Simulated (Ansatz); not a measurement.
Geometry relaxation, with input and output: B₂₄N₂₅ (part 1 of 3)

System: B₂₄N₂₅ (defect cell, 49 atoms in the cell).
Method: DFT PBE, scalar-relativistic, plane waves, PAW, spin-polarised (Ansatz 0.2.0).

The structure derives from a Materials Project entry.

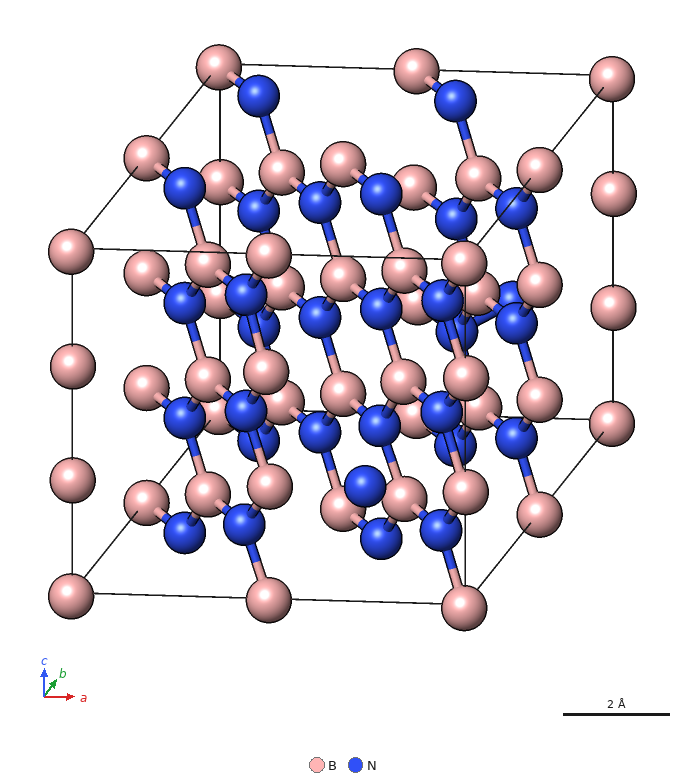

The starting structure (ball-and-stick view of the cell of the calculation, seen at an oblique angle). An atom can appear more than once, as a periodic image. Near neighbours in the periodic cell (some may lie outside the picture): B has 3 N at 1.34 to 1.59 Å; N has 3 B at 1.34 to 1.59 Å; N has 3 B at 1.39 to 1.50 Å and 1 N at 1.57 Å; N has 1 N at 1.57 Å.

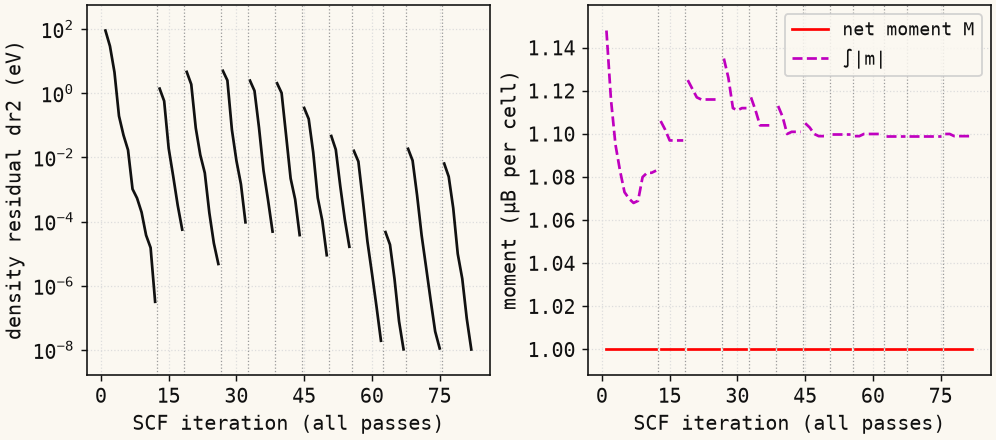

Convergence of the self-consistent field: density residual dr2 and magnetic moment against the SCF iteration. The dotted lines part the SCF passes of the relaxation: geometry steps, rejected trials and re-solves on a re-selected basis. The 12 passes take 5 to 12 iterations each, 82 in all. The net moment stays at 1.0 μB per cell.

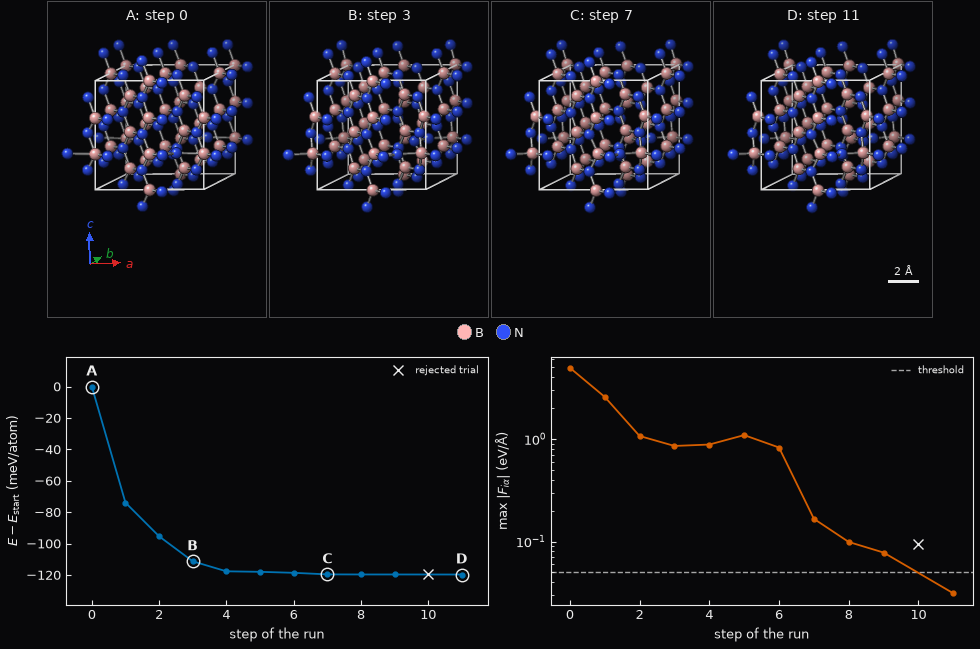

Frames of the relaxation (ball-and-stick view of the cell of the calculation, with bonded neighbours outside it, seen slightly off an axis) above the curves, on which the letters mark them (the first geometry is step 0 here and step 1 in the log).

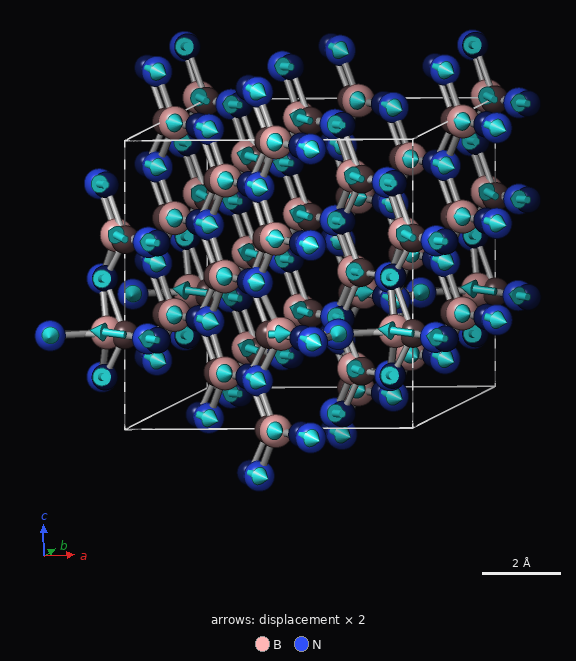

Start (faint) and end (solid) with the displacements as teal arrows, magnified 2 times (ball-and-stick view of the cell of the calculation, with bonded neighbours outside it, seen slightly off an axis). After 11 geometry steps the energy has fallen by 120 meV per atom. Largest force component: 5 eV/Å at the start, 0.031 eV/Å at the end. The line search rejected the trial step at point 10 (counted from 0) and went back. The largest move is that of B1, 0.51 Å. Largest moves by element: B 0.51 Å, N 0.47 Å. The cell stays as it was. Among the contacts that change: B1–N49 1.907 → 1.578 Å, B2–N49 1.803 → 1.474 Å, B2–N37 1.451 → 1.613 Å, B14–N37 1.385 → 1.492 Å. Among the angles that change: N38–B1–N49 69.9° → 96.1°, B1–N49–B2 176.6° → 155.6°, B2–N37–N49 73.2° → 56.9°. (Atoms are counted from 1 in the order of the input.)

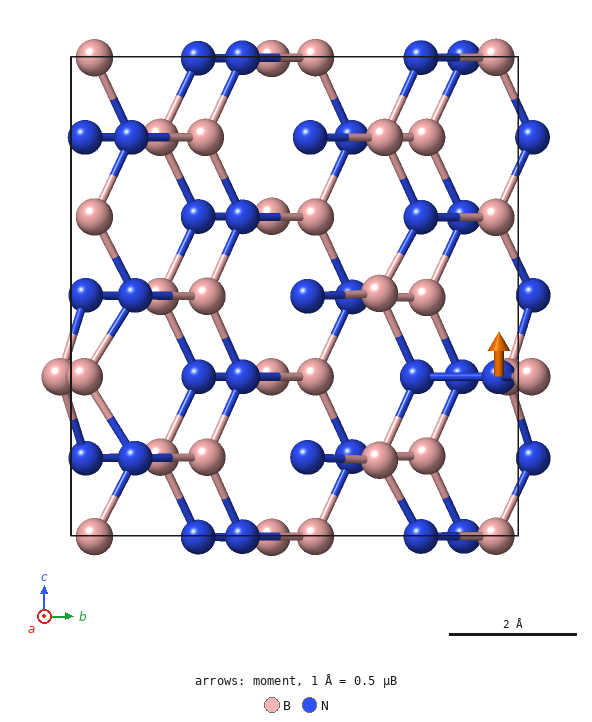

Magnetic moments of the sites as orange arrows (ball-and-stick view of the cell of the calculation, along the a axis); small moments hardly show. The run is collinear, so the axis drawn is arbitrary. Site moments: N49 (0.36 μB); N38, N45 (0.06 μB). They are counted near the atoms and needn't add up to the moment of the cell. Atoms are counted from 1 in the order of the input.

These pictures come from the run below.

The input
```yaml
crystal:
  lattice:
    - [-3.754752, 2.176231, 6.04508]
    - [3.754752, -2.176231, 6.04508]
    - [3.78399, 6.528693, 0.0]
  atoms:
    - { symbol: B, position: [0.0025016961, 0.9967267539, 0.3279961679], spin: 0.5 }
    - { symbol: B, position: [0.5036992992, 0.9978937926, 0.3263439124], spin: 0.5 }
    - { symbol: B, position: [0.001415, 0.499488, 0.326889] }
    - { symbol: B, position: [0.0027056721, 0.998259877, 0.6576164731] }
    - { symbol: B, position: [0.251416, 0.249487, 0.493556] }
    - { symbol: B, position: [0.501416, 0.499488, 0.326889] }
    - { symbol: B, position: [0.4940362805, 0.998322611, 0.6586339512] }
    - { symbol: B, position: [0.748350201, 0.2507358713, 0.503566612] }
    - { symbol: B, position: [0.001415, 0.499488, 0.660223] }
    - { symbol: B, position: [0.251416, 0.749488, 0.493556] }
    - { symbol: B, position: [4.83042e-05, 0.9926567457, 0.9934790431] }
    - { symbol: B, position: [0.251415, 0.249488, 0.826889] }
    - { symbol: B, position: [0.501416, 0.499488, 0.660223] }
    - { symbol: B, position: [0.7496927862, 0.7479501435, 0.4958671593] }
    - { symbol: B, position: [0.5018021217, 0.9957782371, 0.997775079] }
    - { symbol: B, position: [0.751416, 0.249488, 0.826889] }
    - { symbol: B, position: [0.001415, 0.499488, 0.993556] }
    - { symbol: B, position: [0.251416, 0.749488, 0.826889] }
    - { symbol: B, position: [0.251415, 0.249488, 0.160223] }
    - { symbol: B, position: [0.501416, 0.499488, 0.993556] }
    - { symbol: B, position: [0.751416, 0.749488, 0.826889] }
    - { symbol: B, position: [0.7493008255, 0.2555336112, 0.1611366198] }
    - { symbol: B, position: [0.251416, 0.749488, 0.160223] }
    - { symbol: B, position: [0.7538038349, 0.748889412, 0.1627386612] }
    - { symbol: "N", position: [0.162219, 0.33028, 0.002649] }
    - { symbol: "N", position: [0.66222, 0.33028, 0.002649] }
    - { symbol: "N", position: [0.162219, 0.83028, 0.002649] }
    - { symbol: "N", position: [0.162219, 0.33028, 0.335982] }
    - { symbol: "N", position: [0.412219, 0.58028, 0.169315] }
    - { symbol: "N", position: [0.6616241617, 0.8340988778, 0.003110564] }
    - { symbol: "N", position: [0.6591550286, 0.3272805087, 0.3318242128] }
    - { symbol: "N", position: [0.91222, 0.58028, 0.169315] }
    - { symbol: "N", position: [0.1629538143, 0.8301817123, 0.3326597221] }
    - { symbol: "N", position: [0.4084070654, 0.0780383119, 0.1697734991] }
    - { symbol: "N", position: [0.16222, 0.33028, 0.669315] }
    - { symbol: "N", position: [0.41222, 0.58028, 0.502649] }
    - { symbol: "N", position: [0.6674655395, 0.8280165909, 0.3377944842], spin: 0.5 }
    - { symbol: "N", position: [0.9091988779, 0.077534496, 0.1705977849], spin: 0.5 }
    - { symbol: "N", position: [0.66222, 0.33028, 0.669315] }
    - { symbol: "N", position: [0.91222, 0.58028, 0.502649] }
    - { symbol: "N", position: [0.16222, 0.83028, 0.669315] }
    - { symbol: "N", position: [0.4131531358, 0.0772380601, 0.5003400869] }
    - { symbol: "N", position: [0.41222, 0.58028, 0.835982] }
    - { symbol: "N", position: [0.6667042629, 0.8257250088, 0.6657108104] }
    - { symbol: "N", position: [0.9095395776, 0.0810468836, 0.5119181303] }
    - { symbol: "N", position: [0.91222, 0.58028, 0.835982] }
    - { symbol: "N", position: [0.41222, 0.08028, 0.835982] }
    - { symbol: "N", position: [0.91222, 0.08028, 0.835982] }
    - { symbol: "N", position: [0.7449575696, 0.0008654716, 0.333678901], spin: 0.5 }
magnetization:
  spin_polarized: true
basis:
  ecutwfc: 420
  fft_grid_basis: typed
kpoints:
  mp_grid: { grid: [2, 2, 2] }
hamiltonian:
  xc: pbe
  pseudopotentials: { kind: paw }
scf:
  occupations: { method: gaussian, width: 0.05 }
output:
  forces: true
  stress: false
  eigenvalues: false
  bader: false
  write_density: false
  volumetric_format: npy
  populations: true
relax:
  adjacent_minimum: "off"
  max_steps: 30
  f_tol: 0.05
```

Command:
```bash
ansatz run input.yaml --threads 4 --pin off --max-ram 10240MiB --backend cpu --events-out ev --progress --plain --runs-dir out
```

What the program printed
```
settings of this run that can trade accuracy for cost: output.eigenvalues: false. Do not mix this run's numbers with those of runs without the same settings; the input reference describes each key
Engine: ansatz 0.2.0, aarch64-unknown-linux-gnu
Pseudopotentials: kind: paw
Pseudopotential: B, paw, valence charge 3, recommended cutoff 420 eV (normal), B.paw.azcp
Pseudopotential: N, paw, valence charge 5, recommended cutoff 420 eV (normal), N.paw.azcp
Functional definition: PBE
  parameter kappa = 0.804
  parameter beta = 0.06672455060314922
  exchange = pbe_x(kappa = kappa, mu = beta*pi^2/3)
  correlation = pbe_c(beta = beta)
Crystal: 49 atoms, lattice volume = 395.934 Å³
Basis set: ecut = 420 eV, 7771 PW (Γ), exchange–correlation on 100×100×108 points (8 copies of the dense FFT grid, shifted against one another)
Bands: 149, of which v1, the nominal top of the filled ones, is band 99 counted from 1 (98 counted from 0)
Symmetry: 1 space group operations
Space group: P1 (ITA 1), of the structure as read, at distance tolerance 7.3e-5 Å
Magnetic group: BNS 1.1 (UNI 1), of the structure as read, at distance tolerance 7.3e-5 Å
k-points: 8
Non-local potential: B, projectors of the file, l = 0: 2, l = 1: 2, l = 2: 1
Non-local potential: N, projectors of the file, l = 0: 2, l = 1: 2, l = 2: 1
PAW form: soft (Blöchl's): semilocal exchange-correlation on the pseudo side does not see the compensation charge
PAW one-centre angular grid: B, 110 points (default); XC on 64 Gauss nodes
PAW one-centre angular grid: N, 110 points (default); XC on 64 Gauss nodes
Initial density: superposition of atomic densities (chi_scale 0.1, normalization cell, long waves kept (reshape's long-wave potential 0.16 eV rms))
Starting moments: Σ|m| = 2.5 μB on 5 of 49 sites
Initial wavefunctions: pseudopotential atomic-orbital guess
Functional: x = pbe(κ = 0.804, μ = 0.2195149727645171), c = pbe(β = 0.06672455060314922)
SCF iter   1: F=—  HF=-13419.858764 eV  |F-HF|=—  |Δ(HF+E_count)|=         —  Δρ=7.92e-2 (↑7.64e-2 ↓7.92e-2)  dr2=8.98e1  dr2_m=5.06e-1  M=1.000 μB ∫|m|=1.148 μB  β_m=0.30  ethr=3.10e-3  ⟨swp⟩=6.0  Hψ=10683  notcnv=0  defer=157
preconditioner: auto → Resta (q_TF=auto, 2.429 Å⁻¹)  ε∞=3.4  [insulator: Δε(μ)=0.363 eV  Ē_g=16.822 eV  σ=0.050 eV  W_gap=1.00  n_scr=94 (ndim 8)  ℏωp=26.2 eV  f_vac=0.000  D(μ)=0.00/eV (n_scr^D=0)  ε∞_Penn≈3.4]
spin=Collinear: Resta preconditioning applied to the charge; magnetization (m = ρ↑ − ρ↓) channel mixes plain (no charge-response kernel on spin).
SCF iter   2: F=—  HF=-13399.342722 eV  |F-HF|=—  |Δ(HF+E_count)|=    2.05e1  Δρ=4.63e-2 (↑4.49e-2 ↓4.63e-2)  dr2=2.94e1  dr2_m=2.62e-1  M=1.000 μB ∫|m|=1.116 μB  β_m=0.30  ethr=3.10e-3  ⟨swp⟩=2.2  Hψ=4400  notcnv=0  defer=692
SCF iter   3: F=—  HF=-13390.345532 eV  |F-HF|=—  |Δ(HF+E_count)|=    9.00e0  Δρ=2.18e-2 (↑2.14e-2 ↓2.18e-2)  dr2=4.51e0  dr2_m=1.26e-1  M=1.000 μB ∫|m|=1.095 μB  β_m=0.30  ethr=3.10e-3  ⟨swp⟩=2.5  Hψ=4399  notcnv=0  defer=691
SCF iter   4: F=—  HF=-13388.992862 eV  |F-HF|=—  |Δ(HF+E_count)|=    1.35e0  Δρ=6.25e-3 (↑5.63e-3 ↓6.25e-3)  dr2=1.95e-1  dr2_m=6.92e-2  M=1.000 μB ∫|m|=1.083 μB  β_m=0.30  ethr=2.29e-3  ⟨swp⟩=2.8  Hψ=3924  notcnv=0  defer=691
SCF iter   5: F=—  HF=-13389.043131 eV  |F-HF|=—  |Δ(HF+E_count)|=   5.03e-2  Δρ=4.10e-3 (↑4.10e-3 ↓4.00e-3)  dr2=4.92e-2  dr2_m=3.84e-2  M=1.000 μB ∫|m|=1.073 μB  β_m=0.30  ethr=9.92e-5  ⟨swp⟩=2.4  Hψ=3632  notcnv=0  defer=691
SCF iter   6: F=—  HF=-13389.082434 eV  |F-HF|=—  |Δ(HF+E_count)|=   3.93e-2  Δρ=2.85e-3 (↑2.85e-3 ↓2.75e-3)  dr2=1.70e-2  dr2_m=2.18e-2  M=1.000 μB ∫|m|=1.070 μB  β_m=0.30  ethr=2.50e-5  ⟨swp⟩=2.2  Hψ=3012  notcnv=0  defer=691
SCF iter   7: F=—  HF=-13389.107773 eV  |F-HF|=—  |Δ(HF+E_count)|=   2.53e-2  Δρ=1.91e-3 (↑1.87e-3 ↓1.91e-3)  dr2=1.03e-3  dr2_m=1.26e-2  M=1.000 μB ∫|m|=1.068 μB  β_m=0.30  ethr=8.63e-6  ⟨swp⟩=2.0  Hψ=3431  notcnv=0  defer=691
Mixer restart at iter 7: flushing history
spin-set hold released at iteration 7 (site moments contracting): the magnetisation degrees of freedom join the quasi-Newton model from the next iteration; the mixer history was flushed
SCF iter   8: F=—  HF=-13389.113412 eV  |F-HF|=—  |Δ(HF+E_count)|=   5.64e-3  Δρ=1.46e-3 (↑1.41e-3 ↓1.46e-3)  dr2=5.36e-4  dr2_m=7.26e-3  M=1.000 μB ∫|m|=1.069 μB  β_m=0.65  ethr=5.24e-7  ⟨swp⟩=2.0  Hψ=3401  notcnv=0  defer=691
SCF iter   9: F=—  HF=-13389.121451 eV  |F-HF|=—  |Δ(HF+E_count)|=   8.04e-3  Δρ=2.20e-4 (↑2.20e-4 ↓1.20e-4)  dr2=1.95e-4  dr2_m=6.24e-5  M=1.000 μB ∫|m|=1.080 μB  β_m=0.64  ethr=2.72e-7  ⟨swp⟩=3.0  Hψ=4876  notcnv=0  defer=691
SCF iter  10: F=—  HF=-13389.121471 eV  |F-HF|=—  |Δ(HF+E_count)|=   1.93e-5  Δρ=1.06e-4 (↑6.03e-5 ↓1.06e-4)  dr2=3.75e-5  dr2_m=2.10e-5  M=1.000 μB ∫|m|=1.082 μB  β_m=0.75  ethr=3.17e-8  ⟨swp⟩=2.2  Hψ=7282  notcnv=0
SCF iter  11: F=—  HF=-13389.121485 eV  |F-HF|=—  |Δ(HF+E_count)|=   1.47e-5  Δρ=4.59e-5 (↑4.59e-5 ↓3.27e-5)  dr2=1.53e-5  dr2_m=2.41e-6  M=1.000 μB ∫|m|=1.082 μB  β_m=0.67  ethr=1.90e-8  ⟨swp⟩=3.5  Hψ=5626  notcnv=0
SCF iter  12: F=-13389.121484 eV  HF=-13389.121484 eV  |F-HF|=7.79e-8  |Δ(HF+E_count)|=   1.01e-6  Δρ=8.65e-6 (↑8.40e-6 ↓8.65e-6)  dr2=3.16e-7  dr2_m=1.98e-7  M=1.000 μB ∫|m|=1.083 μB  ethr=7.77e-9  ⟨swp⟩=3.0  Hψ=5600  notcnv=0
SCF 1 converged in 12 iterations: F = -13389.121484 eV  dr2 = 3.16e-7
  greatest PAW one-centre occupation: 0.874 electrons in one spin orbital (limit 2), on the N atom at site 48 (counted from 0), in its partial waves of l = 0
relax step   1: F+E_penalty+E_count = -13389.12148436 eV  Δ(F+E_penalty+E_count) = +0.000e0 eV  max|allowed force component| = 4.963e0 eV/Å  Δτ_max = 0.0000 Å  (12 SCF iters, dr2 threshold 6.25e-5 eV, accepted)
Initial density: handed on by an earlier stage of this run
Starting moments: Σ|m| = 2.5 μB on 5 of 49 sites; this step starts from the density that it was given
Initial wavefunctions: those handed on with the density
iter 1 solved again at ethr=6.94e-4 eV; its pass at ethr=3.10e-3 eV (dr2=1.37e0 eV) is discarded
```
